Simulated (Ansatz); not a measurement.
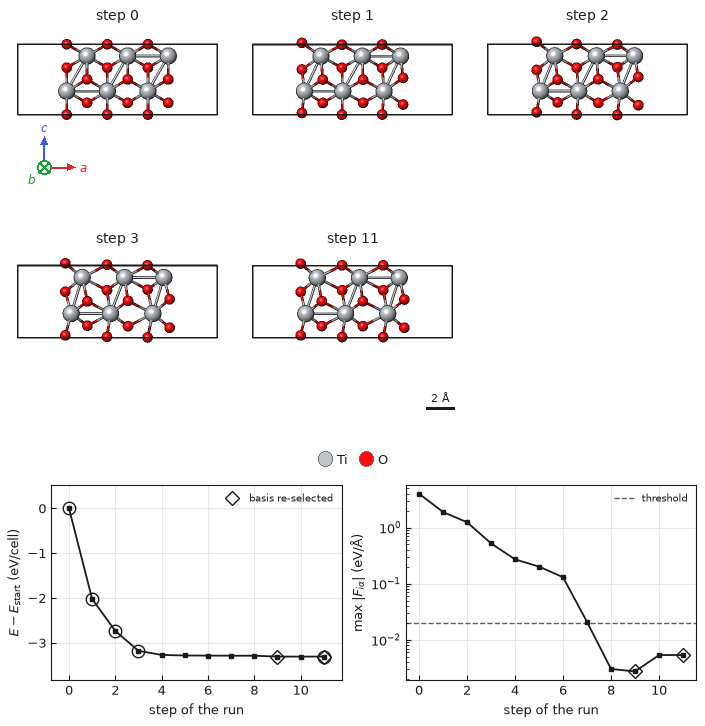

Frames of a relaxation of a wire of composition TiO₂, marked on the history of the run. The picture is a ball-and-stick view of the cell of the calculation, with the vacuum cut short, seen along the b axis.

Case: armchair ribbon, 6 formula units a period.

Theory: Ansatz, DFT PBE, scalar-relativistic, plane waves, PAW. Settings: plane-wave cutoff 420 eV; k-point mesh 1 × 1 × 7; occupations gaussian; smearing width 0.05 eV; no spin polarisation; cell relaxed at fixed a, b, alpha, beta, gamma; force threshold 0.02 eV/Å; at most 45 steps.

Question: Describe the path.

Answer: The largest moves relative to the layer's centre, 0.35 Å, are those of Ti atoms. By element the largest moves are Ti 0.35 Å, O 0.20 Å. Along the periodic axis the drawn cell goes c 5.178 → 5.283 Å (+2.0 %). Among the contacts that change: Ti–Ti 2.990 → 3.363 Å, O–Ti 1.977 → 2.256 Å, O–Ti 1.977 → 2.214 Å, Ti–Ti 2.990 → 2.775 Å. Bond angles that change, for instance: Ti–O–Ti 98.2° → 104.8°, Ti–O–Ti 98.2° → 92.8°, Ti–O–Ti 98.2° → 95.6°. The energy falls by 3.305 eV per cell of the calculation in 9 accepted moves (11 points after the start). Largest force component: 4 eV/Å at the start, 0.0054 eV/Å at the end. At 2 points the geometry stayed and the basis and grid were re-selected for the new cell (energy shift of 20.1 meV per cell of the calculation at most each time). From step 0 to 1: Ti atoms move most (0.20 Å), energy −2.021 eV per cell of the calculation. From step 1 to 2: O atoms move most (0.12 Å), energy −0.713 eV per cell of the calculation. From step 2 to 3: Ti atoms move most (0.19 Å), energy −0.443 eV per cell of the calculation. From step 3 to 11: O atoms move most (0.06 Å), energy −0.129 eV per cell of the calculation.
